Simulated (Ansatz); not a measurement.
System: rutile-type SiO$_{2}$, space group P4_2/mnm (No. 136), 6 atoms in the cell.

Space group P4_2/mnm (No. 136). a = 4.233 Å, b = 4.233 Å, c = 2.693 Å, α = 90.00°, β = 90.00°, γ = 90.00°
| atom | site | symmetry | x | y | z |
| --- | --- | --- | --- | --- | --- |
| Si | 2a | m.mm | 0.0000 | 0.0000 | 0.0000 |
| O | 4f | m.2m | 0.8068 | 0.1932 | 0.5000 |

Ansatz; PBEsol, Ansatz PAW, no spin polarisation, no spin-orbit coupling, 6×6×10 k mesh, 420 eV cutoff, Fermi-Dirac smearing of 0.05 eV.

What does the calculation give for the electronic structure? The path is Γ–X–M–Γ–Z–R–A–Z|X–R|M–A.

The bands leave a gap. The gap along this path is 4.98 eV and direct: both edges lie at Γ. The top valence level at Γ is a single band, not degenerate (spin aside). The direct gaps are 9.12 eV at M, 4.98 eV at Γ and 8.27 eV at X.

The PAW data sets were made with another functional. LDA, GGA and most meta-GGA functionals understate gaps. The cell is at −7 GPa in this functional. The usual form of SiO2 is α-quartz.

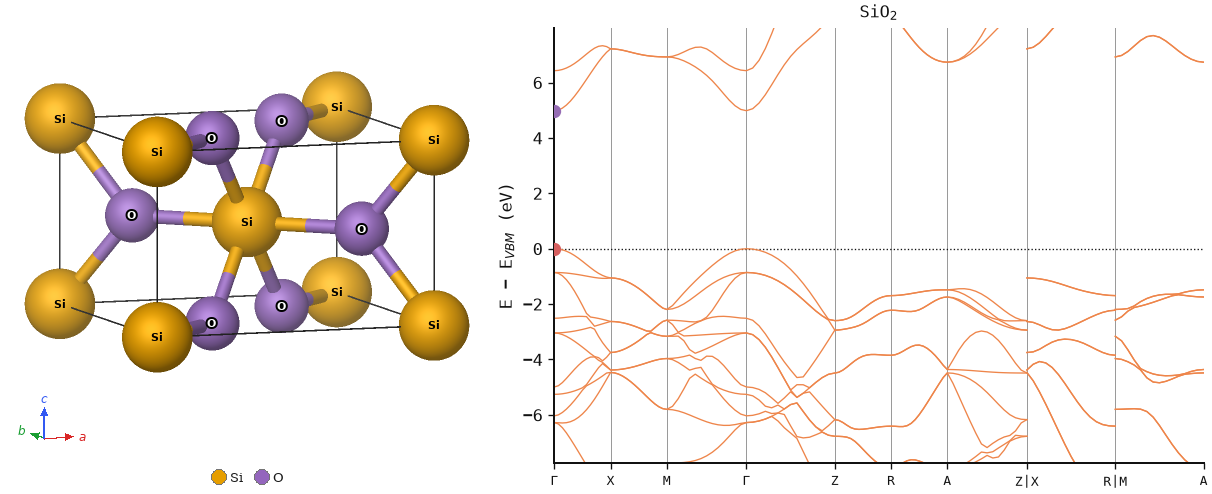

Band structure, beside the structure. Energies are counted from the top of the valence band.
